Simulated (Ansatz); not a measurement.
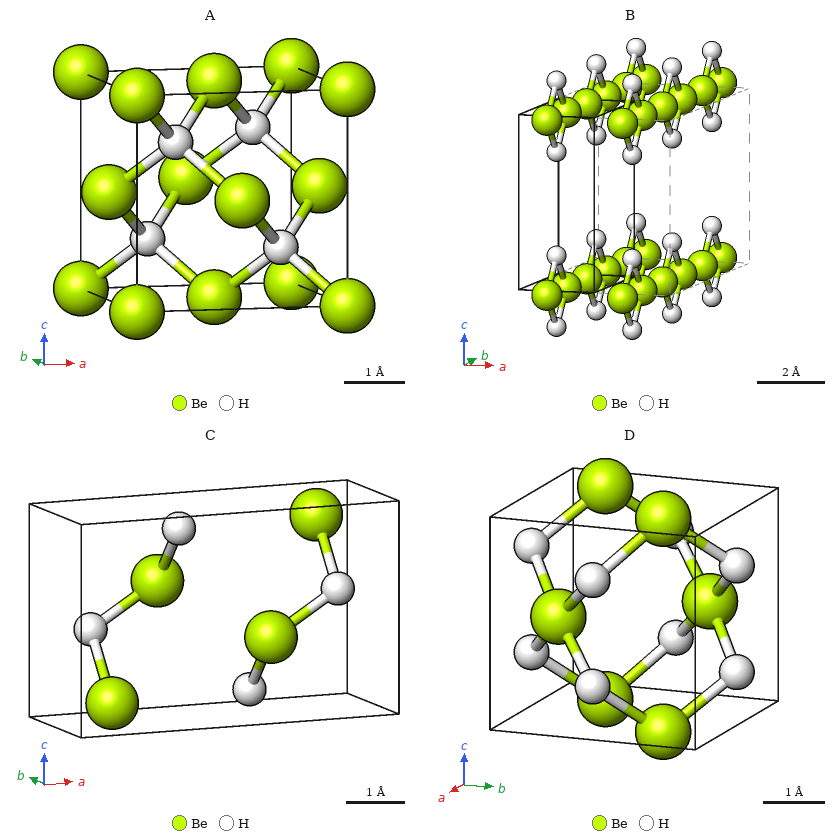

Four structures of BeH, each relaxed to rest (conventional cells in solid outline, small ones repeated, each panel with its own scale). Method: DFT PBE, scalar-relativistic, plane waves, PAW (Ansatz), without spin polarisation.

Question: Name the structure in each panel.

Answer: A: zinc blende (sphalerite type), F-43m; B: 4 atoms a cell on a primitive orthorhombic lattice, Pmmm; C: 8 atoms a cell on a primitive orthorhombic lattice, Pnma; D: 8 atoms a cell on a primitive tetragonal lattice, P4_2/mnm.

Question: Rank them by energy, lowest first.

Answer: C, then B (+92 meV/atom), D (+128 meV/atom) and A (+219 meV/atom), energies at zero smearing.

Question: Collect the results in a table.

Answer:
| panel | structure | E − E(lowest) (meV/atom) | volume (Å³/atom) | gap (eV) |
| --- | --- | --- | --- | --- |
| C | Pnma | 0 | 6.5 | metal |
| B | Pmmm | 92 | 12.6 | 0.71 |
| D | P4_2/mnm | 128 | 6.2 | metal |
| A | F-43m | 219 | 6.1 | metal |

Some of these may be structure types tried for this composition rather than known phases, and the most stable form need not be among them. Gaps are taken on the k-mesh or band path of each run.
